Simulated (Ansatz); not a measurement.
A periodic structure is given below.

```xyz
4
Lattice="3.1420 0.0000 0.0000 0.0000 3.1420 0.0000 0.0000 0.0000 3.1420" Properties=species:S:1:pos:R:3 pbc="T T T"
N     0.0000    0.0000    0.0000
N     0.0000    1.5710    1.5710
N     1.5710    0.0000    1.5710
N     1.5710    1.5710    0.0000
```

### Say what kind of structure these coordinates give.

The element is nitrogen. The space group is Fm-3m (No. 225); the lattice is face-centred cubic. In terms of structure types, this is face-centred cubic (Cu type). The cell holds four atoms.

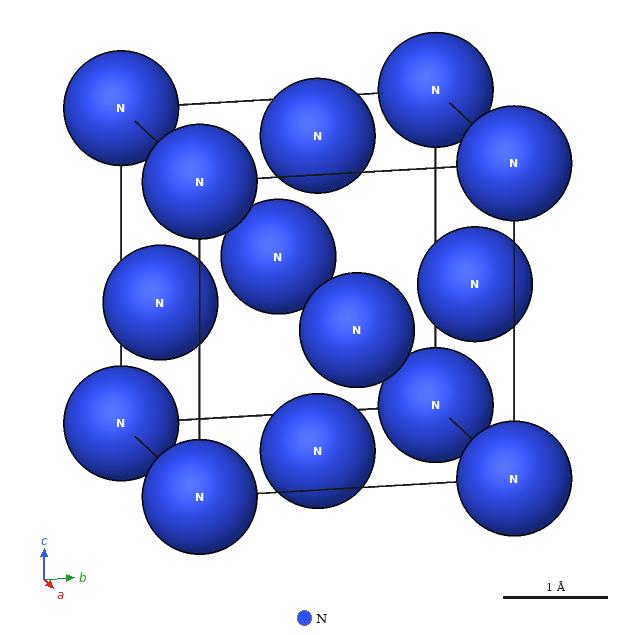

We look at a spheres-only model of the crystal slightly off an axis. The conventional unit cell is outlined; an atom on or near a face, edge or corner is repeated at each equivalent position.

The structure comes from a structure listed in the Materials Project. The cell was then strained or its atoms displaced on purpose. Ansatz was used for an electronic-structure calculation on it.
